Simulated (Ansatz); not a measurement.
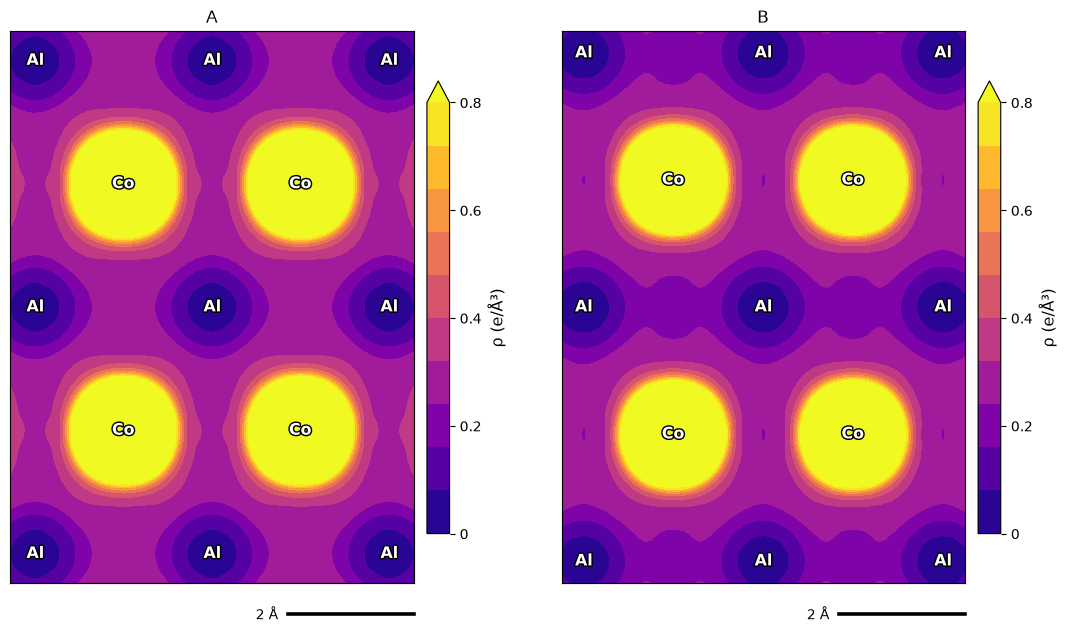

AlCo. The valence electron density of two cells that differ in size and shape, on the (011) plane of each (indices in the axes of the calculation cell), at one length scale and on one colour scale; one has 10.9 and the other 11.7 Å³ an atom.

These are results of Ansatz 0.2.0, DFT PBEsol, scalar-relativistic, plane waves, PAW, not measurements.

The density is the valence pseudo-density of a PAW calculation; it isn't the true density close to the nuclei.

The larger cell:

```xyz
2
Lattice="2.8617 0.0000 0.0000 0.0000 2.8617 0.0000 0.0000 0.0000 2.8617" Properties=species:S:1:pos:R:3 pbc="T T T"
Al    0.0000    0.0000    0.0000
Co    1.4308    1.4308    1.4308
```

The smaller cell: a = 2.819 Å, b = 2.819 Å, c = 2.735 Å, α = 90.00°, β = 90.00°, γ = 90.00°.

Which is the denser cell? Describe the effect of the change.

Answer. Panel A is the smaller cell, by 7 % in volume. From the larger cell to the smaller, Al–Co goes from 2.48 to 2.42 Å, and the density at its midpoint from 0.31 to 0.35 e/Å³; the pressure goes from −7 to 7 GPa.
